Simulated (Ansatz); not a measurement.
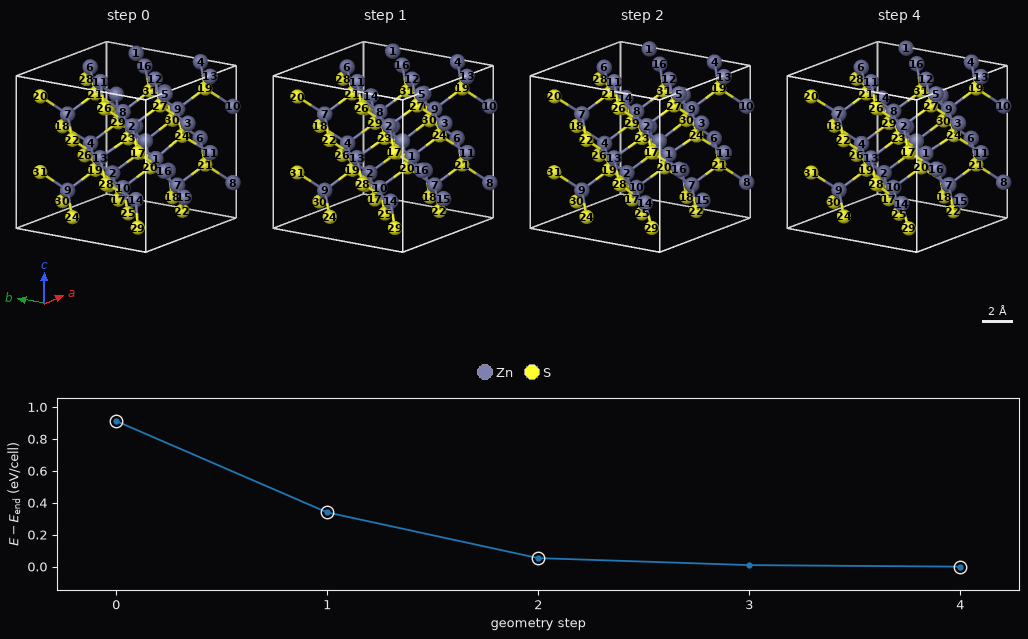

Frames of a relaxation of a defect cell of composition Zn$_{16}$S$_{15}$ (cell charge +1), marked on the history of the run. The picture is a ball-and-stick view of the conventional cell (2 times the calculation's cell) (origin shifted), seen from a free direction. Lengths and directions refer to the drawn axes.

Case: S vacancy (site d), charge +1, atoms relaxed at the host's cell.

Theory: DFT PBE, scalar-relativistic, plane waves, PAW (Ansatz 0.2.0). Set-up: plane-wave cutoff 420 eV; k-point mesh 2 × 2 × 2; occupations gaussian; smearing width 0.01 eV; mesh shifted by (0.5, 0.5, 0.5); collinear spin; atoms relaxed in a fixed cell; force threshold 0.025 eV/Å; at most 45 steps.

> Describe the path.

After 4 geometry steps the energy has fallen by 0.912 eV per cell of the calculation. Largest force component: 0.53 eV/Å at the start, 0.0028 eV/Å at the end. The largest moves, 0.46 Å, are those of Zn1, Zn14, Zn15 and Zn16. Zn14 goes along [−1 1 −1]. By element the largest moves are Zn 0.46 Å, S 0.06 Å. The cell doesn't change. Some distances before and after: Zn14–S25 2.410 → 2.313 Å, Zn10–S19 2.382 → 2.343 Å, Zn10–S17 2.384 → 2.368 Å, Zn10–S20 2.358 → 2.354 Å. Among the angles between lasting bonds that change: Zn1–S24–Zn9 115.6° → 105.1°, S25–Zn14–S28 103.3° → 113.5°, Zn1–S24–Zn3 108.5° → 111.5°. Cost: 2.3 min on 4 threads of Arm Neoverse V2 (shared host), peak memory 2.3 GiB. From step 0 to 1: Zn atoms move most (0.19 Å), energy −0.572 eV per cell of the calculation. From step 1 to 2: Zn atoms move most (0.20 Å), energy −0.287 eV per cell of the calculation. From step 2 to 4: Zn atoms move most (0.07 Å), energy −53.7 meV per cell of the calculation.

Limits of the set-up: the cell is charged, on a uniform background, and energies carry no finite-size correction.
